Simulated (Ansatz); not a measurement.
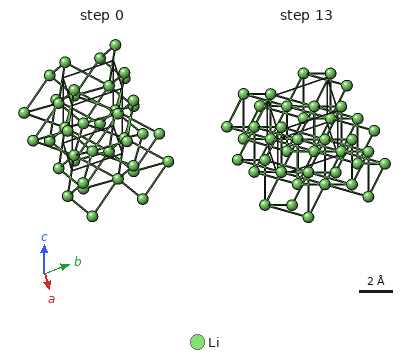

The structure of crystalline Li (built on the trigonal selenium_152 type) (coarse preliminary run) before (left) and after (right) a relaxation, at one scale.

Style: ball-and-stick. Shown: the cell of the calculation, repeated 2 × 1 × 1 with one cell outlined, from a free direction.

Case: trigonal selenium type (P3_121, No. 152).

Computed with DFT PBEsol, scalar-relativistic, plane waves, PAW (Ansatz 0.2.0). Set-up: plane-wave cutoff 420 eV; k-point mesh 6 × 6 × 4; occupations gaussian; smearing width 0.1 eV; no spin polarisation; cell and atoms relaxed; force threshold 0.04 eV/Å; at most 70 steps.

Describe what moved and what it gained.

Over 12 accepted moves (13 points after the start) the energy falls by 438 meV per atom. The largest force component goes from 1.6 to 0.014 eV/Å. The pressure goes from 1.61 to −0.02 GPa. The SCF was repeated once at an unchanged geometry on a basis and grid sized afresh for the cell, which shifted the energy by 0.6 meV per atom at most. The largest moves relative to the cell, 0.51 Å, are those of Li atoms. Cell: a = b 3.988 → 4.751 Å (+19.1 %), c 4.525 → 3.117 Å (−31.1 %). Volume −2.2 %. Near-neighbour distances that change, for instance: Li–Li 4.525 → 3.117 Å, Li–Li 2.168 → 2.924 Å, Li–Li 3.138 → 2.938 Å. Among the angles between lasting bonds that change: Li–Li–Li 103.1° → 71.9°, Li–Li–Li 78.9° → 107.9°, Li–Li–Li 99.0° → 72.0°. The space group stays P3_121 (No. 152). The run took of the order of 8 core-seconds on a shared host.
